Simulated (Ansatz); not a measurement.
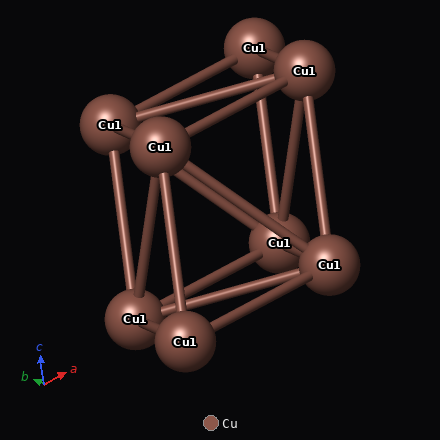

Three computed energy maps of cells of Cu. The picture above is the structure of the first map.

Map 1

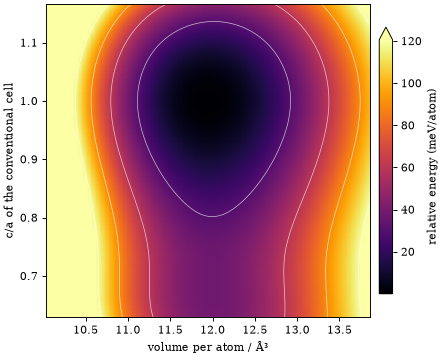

Cu (Fm-3m, No. 225; 1 atom in the cell). 
- The energy is mapped over volume and the cell's shape.
- The first coordinate is: volume per atom; the second: c/a of the conventional cell.
- Nothing is relaxed (symmetry fixes all fractional coordinates).
- Grid: 7 × 9 points.
- Points are written as (first, second).
- All energies are given in meV/atom relative to the lowest grid point.
- Theory: Ansatz 0.2.0, DFT PBE, scalar-relativistic, plane waves, PAW. Settings: cutoff 520 eV, k-mesh 24×24×24, gaussian smearing 0.15 eV, no spin polarisation.

Drawn: a smooth colour map with a few white contour lines, one colour for all values above the top of the scale. Between grid points the surface is interpolated.

Map 2

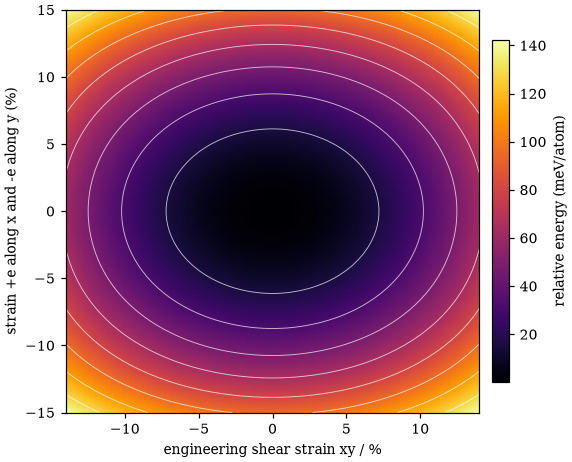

Cu (Fm-3m, No. 225; 1 atom in the cell). The energy is mapped over two homogeneous strains (x, y and z along the cube axes). First axis: engineering shear strain xy. Second axis: strain +e along x and -e along y. Nothing is relaxed (symmetry fixes all fractional coordinates). The scan uses a 7 × 7 grid; 16 points were computed and 33 follow by symmetry. Points are written as (first, second). All energies are given in meV/atom relative to the lowest grid point. Level of theory: DFT PBE, scalar-relativistic, plane waves, PAW in Ansatz 0.2.0. Settings: cutoff 520 eV, k-mesh 20×20×20, gaussian smearing 0.15 eV, no spin polarisation.

Drawn: a smooth colour map with a few white contour lines. Between grid points the surface is interpolated.

Map 3

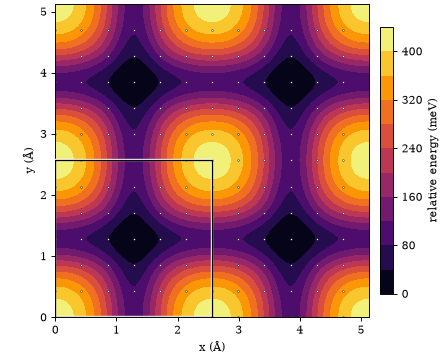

Cl on a Cu(100) slab cut from the Fm-3m phase, its upper half relaxed before the scan (12 atoms of substrate and one adsorbate in a 2 × 2 cell). Cl is moved over the surface cell; relaxed at each place: the height of the adsorbate's atoms; substrate rigid; the origin of the map has the adsorbate above Cu9. Places are given modulo a cell vector. The map is drawn in real space over the plane of the surface. The scan uses a 6 × 6 grid; 10 points were computed and 26 follow by symmetry. Places are given in fractions of the 1 × 1 surface cell. All energies are given in meV relative to the lowest grid point. This map comes from Ansatz 0.2.0, DFT PBE, scalar-relativistic, plane waves, PAW. Settings: cutoff 420 eV, k-mesh 5×5×1, gaussian smearing 0.1 eV, no spin polarisation.

The picture shows filled contours, dots at the grid points, the outline of one cell of the 2 × 2 shown. Between grid points the surface is interpolated.

### What does each map show?

Map 1: The lowest grid point is at (11.94 Å³, 1.000) [fcc]. The highest grid point, (10.03 Å³, 1.167), lies 258 meV/atom above the lowest. Round the minimum the two coordinates are nearly uncoupled.
Map 2: The lowest grid point is at (0.0 %, 0 %). It is the only kind of minimum in the scanned range. The highest grid point, (−14.0 %, −15 %), lies 142 meV/atom above the lowest. Round the minimum the two coordinates are nearly uncoupled.
Map 3: The lowest grid point is at a fourfold hollow over a second-layer Cu atom, (3/6, 3/6) of the cell vectors. The highest grid point, the top site over a surface Cu atom, (0/6, 0/6) of the cell vectors, lies 421 meV above the lowest. On the interpolated surface the easiest way out of the lowest well to its copy in the next cell or period passes a barrier of about 96.7 meV. At the lowest point the adsorbate has 4 Cu at 2.50 Å as nearest neighbours, at the highest 1 Cu at 2.16 Å. Its relaxed height above the top atom is 1.72 Å at the lowest and 2.16 Å at the highest point.

### Maps 1, 2 start from a relaxed reference structure. Do they show a way to lower its energy?

No. In each of them the reference is the lowest point, within the accuracy of the grid, so it is stable against the distortions scanned (other distortions weren't tried).

PAW datasets: the set soft_1.
